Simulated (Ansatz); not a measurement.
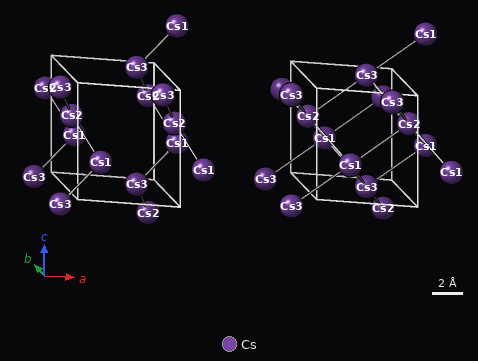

Two geometries of a crystal of Cs (built on the trigonal selenium_152 type) (coarse preliminary run), drawn at one scale. One is the start of a relaxation, the other its converged end. The picture is a ball-and-stick view of the cell of the calculation, seen slightly off an axis.

Method: DFT PBEsol, scalar-relativistic, plane waves, PAW in Ansatz 0.2.0. (plane-wave cutoff 420 eV; k-point mesh 3 × 3 × 2; occupations gaussian; smearing width 0.1 eV; no spin polarisation; cell and atoms relaxed; force threshold 0.04 eV/Å; at most 70 steps)

> Which geometry has the lower energy?

The right one is the relaxed one. Case: trigonal selenium type (P3_121, No. 152). The largest moves relative to the cell, 0.79 Å, are those of Cs1, Cs2 and Cs3. Cs1 goes along +a. The drawn cell changes as follows: a = b 7.265 → 7.140 Å (−1.7 %), c 8.242 → 7.860 Å (−4.6 %); the volume changes by −7.9 %. Some distances before and after: Cs1–Cs2 3.949 → 4.906 Å, Cs1–Cs2 (another image) 5.717 → 4.873 Å. Bond angles that change, for instance: Cs2–Cs1–Cs3 103.1° → 85.9°. The space group stays P3_121 (No. 152). Over 5 accepted moves (6 points after the start) the energy falls by 0.600 eV per cell of the calculation. Largest force component: 0.58 eV/Å at the start, 0.0076 eV/Å at the end. The pressure goes from 0.16 to 0.00 GPa. The SCF was repeated once at an unchanged geometry on a basis and grid sized afresh for the cell, which shifted the energy by less than 0.05 meV per cell of the calculation at most. The run took roughly 24 core-seconds on a shared host.

Limits of the set-up: the k-point mesh is coarse for a cell with partly filled bands.
